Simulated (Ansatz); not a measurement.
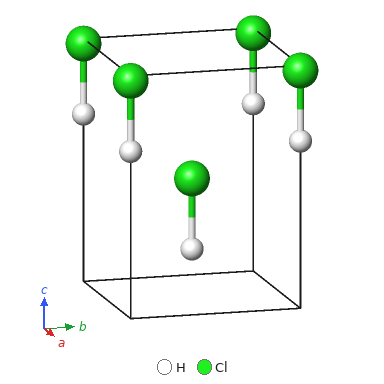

System: HCl, space group I4mm (No. 107). The picture shows the conventional cell.

The given structure:
```cif
data_structure
_symmetry_space_group_name_H-M 'P 1'
_symmetry_Int_Tables_number 1
_cell_length_a 3.1850
_cell_length_b 3.1850
_cell_length_c 3.1850
_cell_angle_alpha 119.958
_cell_angle_beta 119.958
_cell_angle_gamma 90.073
_cell_volume 22.86
loop_
_atom_site_label
_atom_site_type_symbol
_atom_site_fract_x
_atom_site_fract_y
_atom_site_fract_z
_atom_site_occupancy
H1 H 0.68884 0.68884 0.00000 1
Cl1 Cl 0.97916 0.97916 0.00000 1
```

How it was computed, with Ansatz 0.2.0: optical phonons of an insulator on the approach to the zone centre along x, y and z with the field of polar modes, imaginary frequencies are negative, field response on a mesh refined by the program; plane waves with PAW datasets. Level: PBEsol, no spin polarisation.

wave cutoff 420 eV; k mesh 8×8×8; occupations fixed; pressure 14 GPa.

Describe the result: the polar optical modes, transverse and longitudinal, for each direction of approach to the zone centre.

Imaginary modes appear, the softest at 57.4i cm⁻¹, so the structure is dynamically unstable. Along x the polar lines lie at 418.4, 2640.0 cm⁻¹; along y the polar lines lie at 418.4, 2640.0 cm⁻¹; along z the polar lines lie at 2706.3 cm⁻¹ (lines above 2 % of the strongest).

```tsv
at	frequency (cm⁻¹)	degeneracy	dipole strength ((D/Å)²/amu)
x	-57.4	1	6.98
x	418.4	1	6.98
x	2640.0	1	14.5
y	-57.4	1	6.98
y	418.4	1	6.98
y	2640.0	1	14.5
z	-57.4	2	14
z	2706.3	1	14.5
```

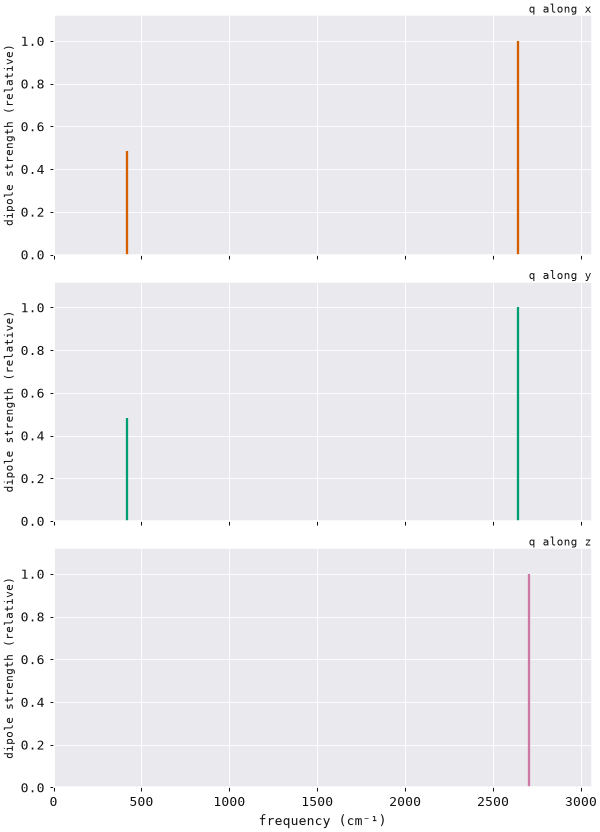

Each panel is scaled to its strongest line. Modes with imaginary frequency are left out of the spectrum.
